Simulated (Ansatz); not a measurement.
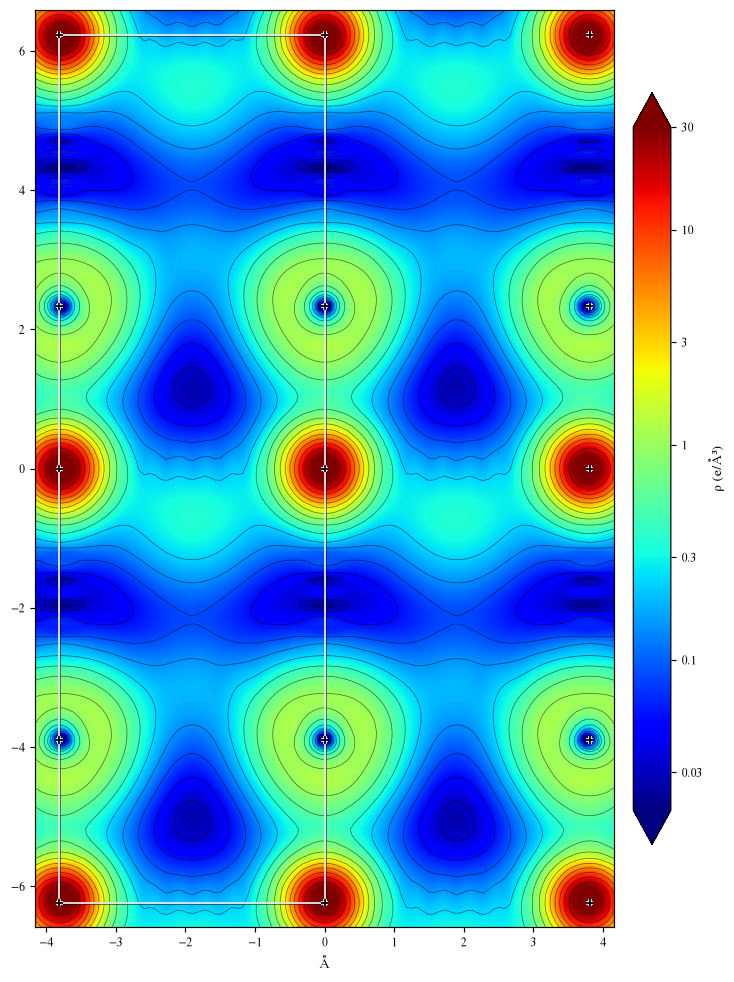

The valence charge density (pseudo) on a plane through atoms (crosses mark nuclei in the plane).

Method: DFT, dielectric-dependent PBE0 (fraction 1/eps_inf of PBE), plane waves, PAW in Ansatz.

Candidates:
A. ZnS, a = 3.81 Å, b = 3.81 Å, c = 12.47 Å, α = 90.00°, β = 90.00°, γ = 120.00°. Space group P6₃mc; a structure from a database of computed crystals, not necessarily the ambient phase; started from the database structure prototype, which need not be the ambient phase.
B. CdSe, a = 6.14 Å, b = 6.14 Å, c = 6.14 Å, α = 90.00°, β = 90.00°, γ = 90.00°. Space group F-43m; a structure from a database of computed crystals, not necessarily the ambient phase; started from the database structure prototype, which need not be the ambient phase.

> Which system is this?

Candidate A: ZnS on the (010) plane of the conventional cell, which holds Zn and S. Zn–S (2.33 Å): the density is about 0.51 e/Å³ at the midpoint.
